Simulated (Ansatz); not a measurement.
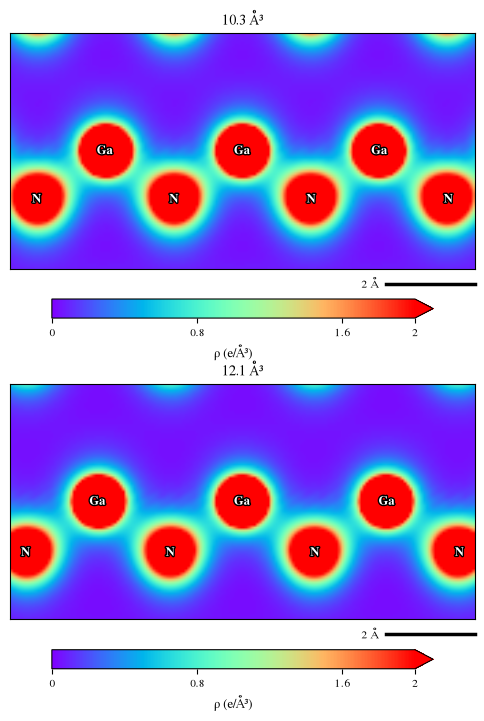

GaN. The valence pseudo-density of cells scaled evenly to different volumes (given per atom above each panel), on the (101̄) plane of each (indices in the axes of the cell below), at one length scale and on one colour scale.

A structure from a database of computed crystals, not necessarily the ambient phase.

The calculation used DFT PBE, scalar-relativistic, plane waves, PAW (Ansatz 0.2.0).

The density is the valence pseudo-density of a PAW calculation; it isn't the true density close to the nuclei.

The largest cell:

```xyz
2
Lattice="0.0000 2.2968 2.2968 2.2968 0.0000 2.2968 2.2968 2.2968 0.0000" Properties=species:S:1:pos:R:3 pbc="T T T"
Ga    0.0000    0.0000    0.0000
N     3.4451    3.4451    3.4451
```

| volume (Å³/atom) | Ga–N contact in the plane (Å) | ρ at its midpoint (e/Å³) | pressure (GPa) | gap on the mesh (eV) | 
| --- | --- | --- | --- | --- |
| 10.35 | 1.887 | 0.833 | 29.1 | 2.36 | 
| 11.44 | 1.952 | ? | ? | ? | 
| 12.12 | 1.989 | 0.689 | −4.8 | 1.35 | 

Estimate the missing row, and compare with the calculation.

Answer. Over the known rows ln ρ falls by 1.86 per Å of Ga–N distance (the line through the two), which gives 0.738 e/Å³ at 1.952 Å; the calculation gives 0.736 e/Å³. For the pressure, a straight line in volume between the neighbouring rows gives 8.2 GPa; the calculation gives 5.0, lower because pressure rises ever faster on compression. For the gap on the mesh, a straight line in volume between the neighbouring rows gives 1.74 eV; the calculation gives 1.72.
